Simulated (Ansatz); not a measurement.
## What a change does: single-point calculation on NaI

System: NaI (P6₃/mmc, 4 atoms in the cell).
Method of run A: DFT, r2SCAN, plane waves, PAW, no spin polarisation (Ansatz 0.2.0).

The structure was built on a prototype by a generator. The geometry comes from this level: r2SCAN. Text and figures count atoms from 1; the logs count them from 0 in places.

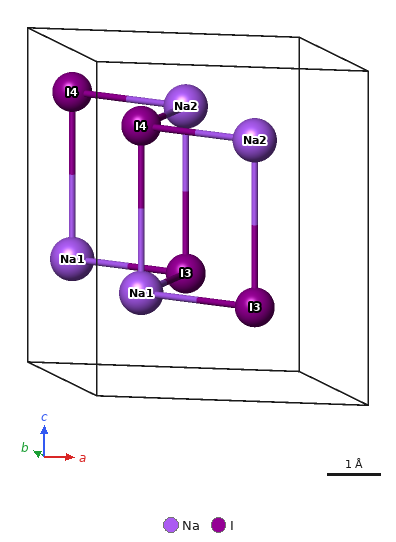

The input geometry (ball-and-stick view of the cell of the calculation, repeated 1 × 2 × 1, seen slightly off an axis; atoms are numbered from 1 in the order of the input).

Input, run A:
```yaml
crystal:
  lattice:
    - [5.4164417949, 0.0, 0.0]
    - [-2.7082208975, 4.6907761925, 0.0]
    - [0.0, 0.0, 6.4622146386]
  atoms:
    - { symbol: Na, position: [0.3333333333, 0.6666666667, 0.25] }
    - { symbol: Na, position: [0.6666666667, 0.3333333333, 0.75] }
    - { symbol: I, position: [0.6666666667, 0.3333333333, 0.25] }
    - { symbol: I, position: [0.3333333333, 0.6666666667, 0.75] }
kpoints:
  mp_grid: { grid: [6, 6, 4] }
hamiltonian:
  xc: r2scan
scf:
  occupations: { method: fixed }
  n_extra_bands: 5
output:
  forces: true
  stress: true
  eigenvalues: true
```

Launched with:
```bash
ansatz run input.yaml --threads 2 --pin off --max-ram 2764MiB --backend cpu --events-out ev --progress --plain --runs-dir out
```

Hardware: 2 threads of Arm Neoverse V1, 24 GiB of memory available, shared host.

Output, shortened to warnings, some set-up lines, iterations and results (run A):
```
Basis set: ecut = 500 eV, 4151 PW (Γ), exchange–correlation on 160×160×192 points (64 copies of the dense FFT grid, shifted against one another)
Symmetry: 24 space group operations
k-points: 21 of 144
Initial density: superposition of atomic densities (neutral atoms: chi_scale 0, normalization atom), corrected by the library's trained network
[...]
SCF iter   1: F=—  HF=-18038.992527 eV  |F-HF|=—  |Δ(HF+E_count)|=         —  Δρ=4.74e-3  dr2=1.80e-2  dr2_τ=1.12e-3  ethr=1.77e-3  ⟨swp⟩=5.4  Hψ=2224  notcnv=0  defer=59
SCF iter   2: F=—  HF=-18039.001568 eV  |F-HF|=—  |Δ(HF+E_count)|=   9.04e-3  Δρ=1.43e-3  dr2=2.05e-3  dr2_τ=4.69e-4  ethr=3.47e-5  ⟨swp⟩=3.3  Hψ=1466  notcnv=0  defer=63
SCF iter   3: F=—  HF=-18039.002110 eV  |F-HF|=—  |Δ(HF+E_count)|=   5.42e-4  Δρ=3.92e-4  dr2=2.19e-4  dr2_τ=2.00e-5  ethr=3.95e-6  ⟨swp⟩=2.0  Hψ=1218  notcnv=0  defer=63
SCF iter   4: F=—  HF=-18039.002294 eV  |F-HF|=—  |Δ(HF+E_count)|=   1.84e-4  Δρ=7.80e-5  dr2=1.33e-5  dr2_τ=3.26e-7  ethr=4.22e-7  ⟨swp⟩=2.0  Hψ=958  notcnv=0  defer=63
SCF iter   5: F=—  HF=-18039.002331 eV  |F-HF|=—  |Δ(HF+E_count)|=   3.68e-5  Δρ=2.84e-5  dr2=1.34e-6  dr2_τ=6.26e-8  ethr=2.56e-8  ⟨swp⟩=2.0  Hψ=1135  notcnv=0  defer=58
SCF iter   6: F=-18039.002332 eV  HF=-18039.002332 eV  |F-HF|=1.06e-8  |Δ(HF+E_count)|=   6.54e-7  Δρ=5.15e-6  dr2=8.06e-8  dr2_τ=2.61e-9  ethr=1.92e-10  ⟨swp⟩=12.4  Hψ=4158  …
SCF 1 converged in 6 iterations: F = -18039.002332 eV  dr2 = 8.06e-8
SCF converged after 6 iterations
Free energy (F): -18039.002332 eV
Harris-Foulkes:  -18039.002332 eV  (|F-HF|=1.06e-8)
Internal energy: -18039.002332 eV  (E = F + TS)
E sigma→0 (E₀):  -18039.002332 eV
Fermi energy:    1.177657 eV
--- Per-component energies (eV) ---
  E_band       = -1360.513379
  E_kinetic    = 619.189912
  E_local      = -7569.671116  (includes V_loc(G=0)·N_el)
  E_nonlocal   = 51.957061
  E_hartree    = 3433.117336
  E_xc         = -315.420890
  E_vxc        = -390.364326  (∫ρ·V_xc dr)
  E_paw        = -10214.934826  (= ΣΔE_a)
  E_vpaw       = -964.554877  (= ΣTr[D̂ρ^β])
  E_aug_tail   = -0.000066  (compensation charges beyond the density's cutoff)
  E_vtau       = 26.710840  (kinetic-family band-sum trace: ∫τ·v_τ [+ j·A + Jᵃ·Aᵃ] dr)
  E_ewald      = -4043.333315
  E_core_change = 0.093571  (= ΣΔE_core)
  E_smearing   = -0.000000  (= −TS)
  E_closure    = 0.000000  (closes the sum)
  Σ components = -18039.002332   (vs F -18039.002332, Δ=0.00e0)
--- Forces (eV/Å), atoms counted from 1 ---
  atom   1  Na     0.00000000     0.00000000    -0.00000000
  atom   2  Na    -0.00000000     0.00000000     0.00000000
  atom   3  I      0.00000000    -0.00000000    -0.00000000
  atom   4  I     -0.00000000     0.00000000     0.00000000
  max |Σ_I F_I| component: 6.94e-18 eV/Å
--- Stress (GPa, compression-positive) ---
        0.009474       0.000000      -0.000000
        0.000000       0.009474      -0.000000
       -0.000000      -0.000000       0.005086
  P = ⅓ Tr σ = 0.0080 GPa (0.080 kbar)
```

The input of run B differs as follows (lines with − go, lines with + come):
```diff
-    - [5.4164417949, 0.0, 0.0]
-    - [-2.7082208975, 4.6907761925, 0.0]
-    - [0.0, 0.0, 6.4622146386]
+    - [5.305871141, 0.0, 0.0]
+    - [-2.6529355705, 4.5950191973, 0.0]
+    - [0.0, 0.0, 6.3302956915]
```

How does run B compare with run A?

With the same functional and potentials, run B lies 7.0 meV per atom higher. The gap on the mesh goes from 4.19 to 4.28 eV. The pressure goes from 0.01 to 0.96 GPa. The volume per atom goes from 41.05 to 38.58 Å³. The cell is scaled evenly with the atoms at fixed fractional positions, so −ΔP/Δ ln V estimates the bulk modulus midway between the two volumes: about 15 GPa. The number of SCF iterations is the same. The plane waves at Γ go from 4151 to 3923.

Output, shortened to warnings, some set-up lines, iterations and results (run B):
```
Basis set: ecut = 500 eV, 3923 PW (Γ), exchange–correlation on 160×160×192 points (64 copies of the dense FFT grid, shifted against one another)
Symmetry: 24 space group operations
k-points: 21 of 144
Initial density: superposition of atomic densities (neutral atoms: chi_scale 0, normalization atom), corrected by the library's trained network
[...]
SCF iter   1: F=—  HF=-18038.962378 eV  |F-HF|=—  |Δ(HF+E_count)|=         —  Δρ=4.90e-3  dr2=1.79e-2  dr2_τ=1.29e-3  ethr=1.77e-3  ⟨swp⟩=5.4  Hψ=2254  notcnv=0  defer=54
SCF iter   2: F=—  HF=-18038.973497 eV  |F-HF|=—  |Δ(HF+E_count)|=   1.11e-2  Δρ=1.46e-3  dr2=1.99e-3  dr2_τ=4.73e-4  ethr=3.45e-5  ⟨swp⟩=3.2  Hψ=1460  notcnv=0  defer=63
SCF iter   3: F=—  HF=-18038.974082 eV  |F-HF|=—  |Δ(HF+E_count)|=   5.85e-4  Δρ=4.17e-4  dr2=2.22e-4  dr2_τ=2.10e-5  ethr=3.82e-6  ⟨swp⟩=2.0  Hψ=1218  notcnv=0  defer=63
SCF iter   4: F=—  HF=-18038.974263 eV  |F-HF|=—  |Δ(HF+E_count)|=   1.82e-4  Δρ=6.65e-5  dr2=6.86e-6  dr2_τ=2.58e-7  ethr=4.26e-7  ⟨swp⟩=2.0  Hψ=974  notcnv=0  defer=63
SCF iter   5: F=—  HF=-18038.974303 eV  |F-HF|=—  |Δ(HF+E_count)|=   3.95e-5  Δρ=2.78e-5  dr2=9.20e-7  dr2_τ=5.02e-8  ethr=1.32e-8  ⟨swp⟩=2.6  Hψ=1135  notcnv=0  defer=57
SCF iter   6: F=-18038.974303 eV  HF=-18038.974303 eV  |F-HF|=3.17e-8  |Δ(HF+E_count)|=   5.63e-7  Δρ=3.78e-6  dr2=2.67e-8  dr2_τ=2.38e-9  ethr=1.92e-10  ⟨swp⟩=11.9  Hψ=3942  …
SCF 1 converged in 6 iterations: F = -18038.974303 eV  dr2 = 2.67e-8
SCF converged after 6 iterations
Free energy (F): -18038.974303 eV
Harris-Foulkes:  -18038.974303 eV  (|F-HF|=3.17e-8)
Internal energy: -18038.974303 eV  (E = F + TS)
E sigma→0 (E₀):  -18038.974303 eV
Fermi energy:    1.671955 eV
--- Per-component energies (eV) ---
  E_band       = -1337.012450
  E_kinetic    = 620.295812
  E_local      = -7425.476183  (includes V_loc(G=0)·N_el)
  E_nonlocal   = 52.189720
  E_hartree    = 3372.454746
  E_xc         = -315.989202
  E_vxc        = -390.926591  (∫ρ·V_xc dr)
  E_paw        = -10214.949158  (= ΣΔE_a)
  E_vpaw       = -964.527953  (= ΣTr[D̂ρ^β])
  E_aug_tail   = -0.000048  (compensation charges beyond the density's cutoff)
  E_vtau       = 26.522207  (kinetic-family band-sum trace: ∫τ·v_τ [+ j·A + Jᵃ·Aᵃ] dr)
  E_ewald      = -4127.593561
  E_core_change = 0.093571  (= ΣΔE_core)
  E_smearing   = -0.000000  (= −TS)
  E_closure    = 0.000000  (closes the sum)
  Σ components = -18038.974303   (vs F -18038.974303, Δ=0.00e0)
--- Forces (eV/Å), atoms counted from 1 ---
  atom   1  Na     0.00000000    -0.00000000     0.00000000
  atom   2  Na     0.00000000     0.00000000     0.00000000
  atom   3  I      0.00000000    -0.00000000     0.00000000
  atom   4  I      0.00000000     0.00000000     0.00000000
  max |Σ_I F_I| component: 5.64e-18 eV/Å
--- Stress (GPa, compression-positive) ---
        0.918642      -0.000000       0.000000
        0.000000       0.918642       0.000000
        0.000000       0.000000       1.034136
  P = ⅓ Tr σ = 0.9571 GPa (9.571 kbar)
```

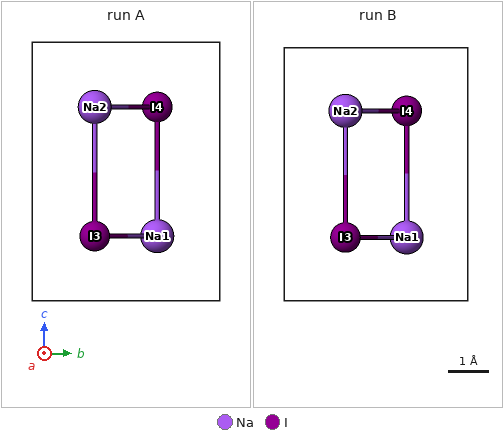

The two input geometries at one scale (ball-and-stick view of the cell of the calculation, along the a axis). The atoms keep their places relative to the cell (all moves are under 0.005 Å). The drawn cell changes as follows: a = b 5.416 → 5.306 Å (−2.0 %), c 6.462 → 6.330 Å (−2.0 %); the volume changes by −6.0 %. Among the contacts that change: Na1–I4 3.231 → 3.165 Å, Na1–I3 3.127 → 3.063 Å.

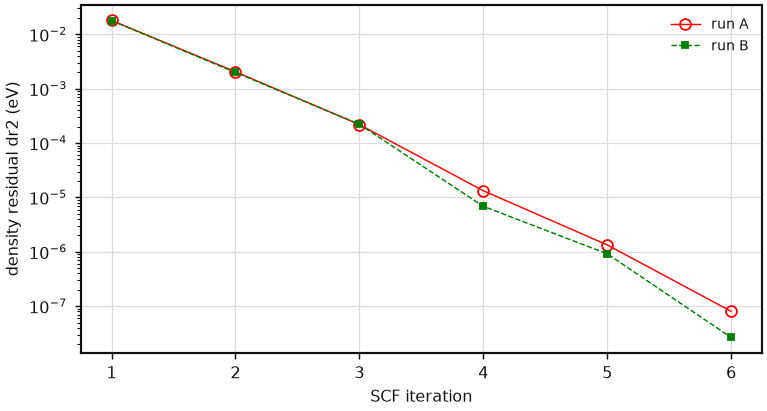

Convergence of the two runs: density residual dr2 against the SCF iteration. Run A takes 6 iterations in all, and run B takes 6.

The two runs side by side:

| quantity | run A | run B |
| --- | --- | --- |
| outcome | converged | converged |
| free energy per atom (eV) | −4509.7506 | −4509.7436 |
| gap on the mesh (eV) | 4.19 | 4.28 |
| pressure (GPa) | 0.01 | 0.96 |
| volume per atom (Å³) | 41.05 | 38.58 |
| largest force (eV/Å) | 0.000 | 0.000 |
| SCF iterations | 6 | 6 |
| irreducible k-points | 21 | 21 |
| plane waves at Γ | 4151 | 3923 |
| wall time (shared host) | 6.6 s | 6.4 s |
